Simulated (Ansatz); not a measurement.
Ni (P6/mmm, No. 191): the end point of a relaxation with DFT r2SCAN, scalar-relativistic, plane waves, PAW in Ansatz; the starting structure was generated, so it need not be a known form of this composition.

Space group P6/mmm (No. 191). a = 2.383 Å, b = 2.383 Å, c = 2.330 Å, α = 90.00°, β = 90.00°, γ = 120.00°
| atom | site | symmetry | x | y | z |
| --- | --- | --- | --- | --- | --- |
| Ni | 1a | 6/mmm | 0.0000 | 0.0000 | 0.0000 |

**What will a dark-field STEM-like image along [211] show? The image is simulated as a sum over atoms of Z^1.7, blurred by a 0.91 Å probe (no channelling). The probe carries 25 % of its weight in a tail 2.5 times as wide. Shot noise was added.**

The columns repeat on a centred rectangular net of 2.03 × 2.38 Å (plane group c2mm). All columns are alike (Ni). The shortest distance between visible columns is 1.56 Å in projection. Along the beam the structure repeats every 4.74 Å.

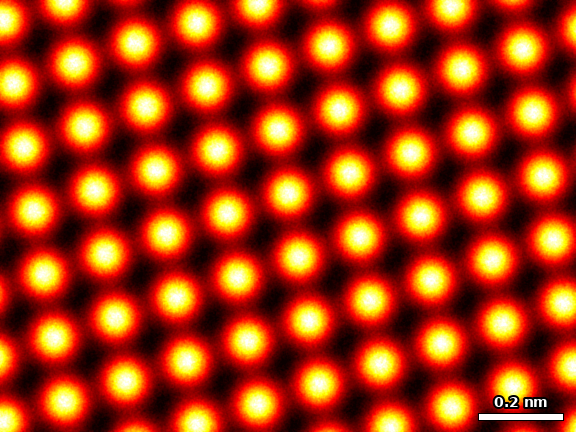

The simulated image.
